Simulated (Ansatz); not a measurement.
## Electronic structure of Fe₁₅Co in real space

```xyz
16
Lattice="5.5249 0.0000 0.0000 0.0000 5.5249 0.0000 0.0000 0.0000 5.5249" Properties=species:S:1:pos:R:3 pbc="T T T"
Fe    2.7624    2.7624    2.7624
Fe    2.7624    0.0000    2.7624
Fe    2.7624    2.7624    0.0000
Fe    0.0000    2.7624    2.7624
Fe    2.7624    0.0000    0.0000
Fe    0.0000    0.0000    2.7624
Fe    0.0000    2.7624    0.0000
Fe    1.3816    1.3816    1.3816
Fe    1.3816    4.1433    1.3816
Fe    1.3816    1.3816    4.1433
Fe    4.1433    1.3816    1.3816
Fe    4.1433    4.1433    1.3816
Fe    1.3816    4.1433    4.1433
Fe    4.1433    1.3816    4.1433
Fe    4.1433    4.1433    4.1433
Co    0.0000    0.0000    0.0000
```

Space group Pm-3m; a structure from a database of computed crystals, not necessarily the ambient phase; changed on purpose from its base cell (volume × 0.97, shape and atoms relaxed); computed pressure about 7 GPa in this cell; spin-polarised.

Level of theory: Ansatz, DFT PBEsol, scalar-relativistic, plane waves, PAW.

The density is the valence pseudo-density of a PAW calculation; it isn't the true density close to the nuclei.

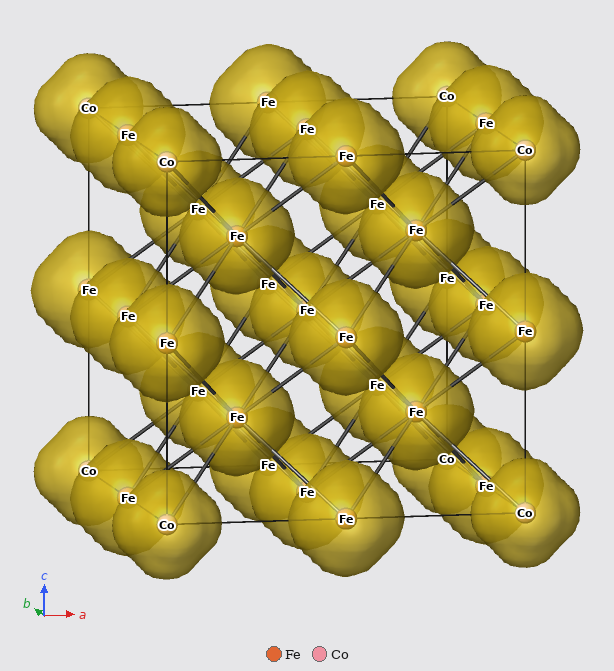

Figure 1. Isosurface of the magnetisation density (up minus down) at +0.15 e/Å³ (yellow), seen slightly off an axis. Sticks mark near contacts.

Which atoms carry the moments, and with what signs?

The spin density sits on Fe: +2.1 μB (×15); Co: +1.7 μB in one cell of 16 atoms: parallel main moments (a ferromagnetic arrangement) in this solution. The cell of the calculation (16 atoms) carries 33.4 μB of net spin moment.

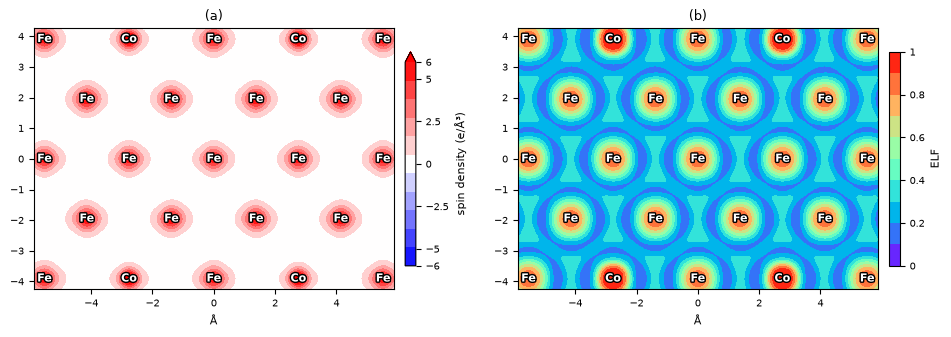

Figure 2. (a) magnetisation density (up minus down); (b) ELF on the (011̄) plane of the conventional cell.

What do the fields say about this system?

Atoms in the plane: Fe and Co. Fe–Fe (2.39 Å): the ELF is about 0.25 at the midpoint (no shared electron pair shows on this line). Fe–Co (2.39 Å): the ELF is about 0.25 at the midpoint (no shared electron pair shows on this line). The features right at Fe and Co lie inside the PAW spheres, where the map follows smoothed inner orbitals and isn't to be read closely.

Metal or insulator at this level of theory?

It is gapless in this calculation (a metal or semimetal).
